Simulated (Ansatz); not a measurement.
The structure in question:

```
Ti N
1.0
     4.24680    0.00000    0.00000
     0.00000    4.24680    0.00000
     0.00000    0.00000    4.24680
Ti N
4 4
Direct
  0.00000 0.00000 0.00000
  0.00000 0.50000 0.50000
  0.50000 0.00000 0.50000
  0.50000 0.50000 0.00000
  0.00000 0.50000 0.00000
  0.00000 0.00000 0.50000
  0.50000 0.50000 0.50000
  0.50000 0.00000 0.00000
```

> Work out the structure from the coordinates.

The material is TiN. Space group: Fm-3m (No. 225). Lattice: face-centred cubic. Prototype: rock salt (NaCl type). Cell content 4 Ti, 4 N; Z = 4. Ti is linked to six N in an octahedral arrangement at 2.12 Å. The neighbours of N are six Ti in an octahedral arrangement at 2.12 Å. Not all metal-metal contacts are counted. The bonds build a three-dimensional framework.

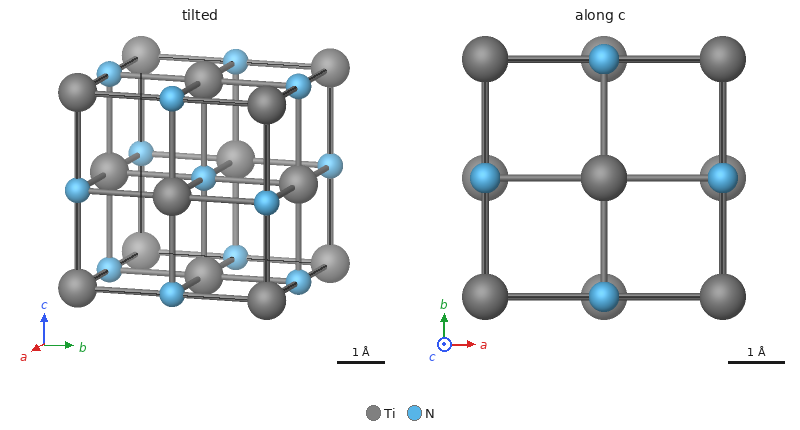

Figure: ball-and-stick view slightly off an axis and along the c axis. The outline marks the conventional unit cell.

It derives from a structure listed in the Materials Project. Earlier steps of the study may have refined or changed the cell and positions. Ansatz was used for an electronic-structure calculation on it.
